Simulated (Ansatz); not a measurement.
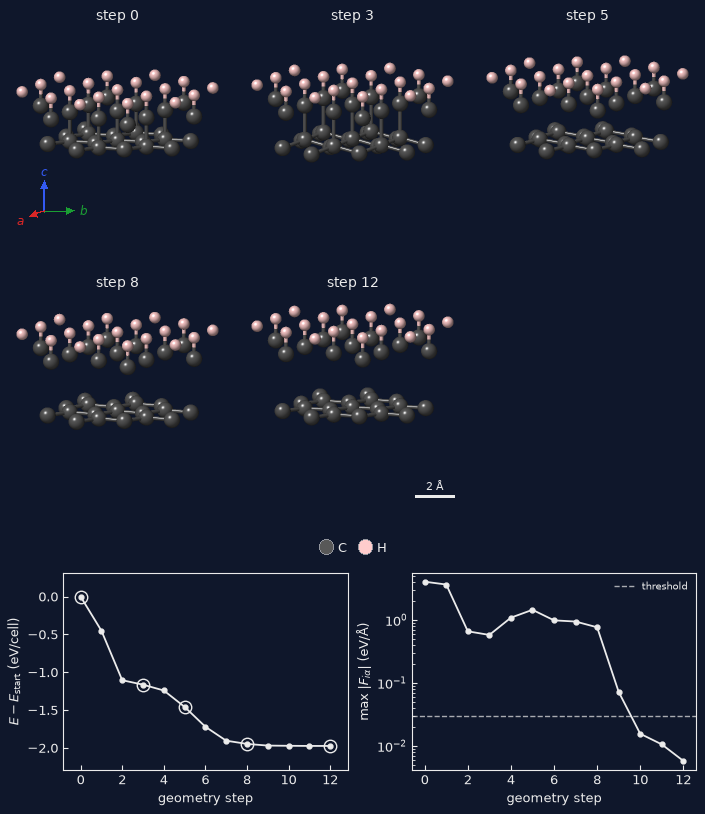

Frames of a constrained relaxation of a slab of composition HC9 (cut from the P6_3/mmc phase), marked on the history of the run. The picture is a ball-and-stick view of the atoms within 5.0 Å of the atom that moves most (axes of the 2 × 3 repeat of the cell, outlined in the plane, without the vacuum), seen slightly off an axis.

Case: CH put at a top C site. The slab is the (0 0 1) face of C with CH on it. 4 atoms are held fixed.

Theory: Ansatz 0.2.0, DFT PBE+D3(BJ), scalar-relativistic, plane waves, PAW.

Input
```yaml
crystal:
  lattice:
    - [2.4649796696, 0.0, 0.0]
    - [-1.2324898348, 2.1347350137, 0.0]
    - [0.0, 0.0, 30.2076501055]
  atoms:
    - { symbol: C, position: [0.0, 0.0, 0.2813856823] }
    - { symbol: C, position: [0.6666666667, 0.3333333333, 0.2813856745] }
    - { symbol: C, position: [0.0, 0.0, 0.3929208932] }
    - { symbol: C, position: [0.3333333333, 0.6666666667, 0.3929208853] }
    - { symbol: C, position: [0.0, 0.0, 0.504456104] }
    - { symbol: C, position: [0.6666666667, 0.3333333333, 0.5044560961] }
    - { symbol: C, position: [0.0, 0.0, 0.6159913148] }
    - { symbol: C, position: [0.3333333333, 0.6666666667, 0.615991307] }
    - { symbol: C, position: [0.0, 0.0, 0.6663096943] }
    - { symbol: H, position: [0.0, 0.0, 0.702724311] }
basis:
  ecutwfc: 420
kpoints:
  mp_grid: { grid: [12, 12, 1] }
hamiltonian:
  xc: pbe
  dispersion: d3bj
scf:
  occupations: { method: gaussian, width: 0.1 }
output:
  forces: true
  eigenvalues: true
  write_density: true
  write_potential: true
  elf: true
  volumetric_format: npy
relax:
  adjacent_minimum: "off"
  f_tol: 0.03
  max_steps: 70
  constraints: [{ sites: [0, 1, 2, 3] }]
efield:
  axis: 3
  dipole_correction: true
  ramp_width: 0.04
```

Launched with:
```bash
ansatz run input.yaml --threads 2 --pin off --max-ram 5120MiB --backend cpu --events-out ev --progress --plain --runs-dir out
```

Question: Describe the path.

Answer: After 12 geometry steps the energy has fallen by 1.973 eV per cell of the calculation. The largest force component goes from 4.1 to 0.0058 eV/Å. The largest move is that of H10, 1.70 Å along the normal (+c). By element the largest moves are H 1.70 Å, C 1.68 Å. The lattice vectors keep their values. Among the contacts that change: C7–C9 1.520 → 3.199 Å, C8–C9 2.082 → 3.503 Å, C9–H10 1.100 → 1.123 Å. Bonds break, among them: C7–C9 (1.52 → 3.20 Å). The run took 57 s on 2 threads of AMD EPYC 7R43 64-Core Processor (Zen 3), with other jobs on the host, peak memory 0.45 GiB. From step 0 to 3: C and H atoms move most (0.35 Å), energy −1.163 eV per cell of the calculation. From step 3 to 5: C and H atoms move most (0.39 Å), energy −0.293 eV per cell of the calculation. From step 5 to 8: C and H atoms move most (0.55 Å), energy −0.489 eV per cell of the calculation. From step 8 to 12: H10 moves most (0.42 Å), energy −26.8 meV per cell of the calculation.

```json
{"step": "0", "E − E(0), meV/atom": "0.00", "largest force component, eV/Å": "4.0698"}
{"step": "1", "E − E(0), meV/atom": "-45.03", "largest force component, eV/Å": "3.6702"}
{"step": "2", "E − E(0), meV/atom": "-110.42", "largest force component, eV/Å": "0.6635"}
{"step": "3", "E − E(0), meV/atom": "-116.33", "largest force component, eV/Å": "0.5814"}
{"step": "4", "E − E(0), meV/atom": "-124.01", "largest force component, eV/Å": "1.0931"}
{"step": "5", "E − E(0), meV/atom": "-145.66", "largest force component, eV/Å": "1.4563"}
{"step": "6", "E − E(0), meV/atom": "-171.91", "largest force component, eV/Å": "0.9910"}
{"step": "7", "E − E(0), meV/atom": "-190.34", "largest force component, eV/Å": "0.9485"}
{"step": "8", "E − E(0), meV/atom": "-194.60", "largest force component, eV/Å": "0.7690"}
{"step": "9", "E − E(0), meV/atom": "-196.81", "largest force component, eV/Å": "0.0725"}
{"step": "10", "E − E(0), meV/atom": "-197.09", "largest force component, eV/Å": "0.0157"}
{"step": "11", "E − E(0), meV/atom": "-197.27", "largest force component, eV/Å": "0.0106"}
{"step": "12", "E − E(0), meV/atom": "-197.28", "largest force component, eV/Å": "0.0058"}
```

Limits of the set-up: the periodic images lie only 2.5 Å apart, so the values are limited by the cell's size.
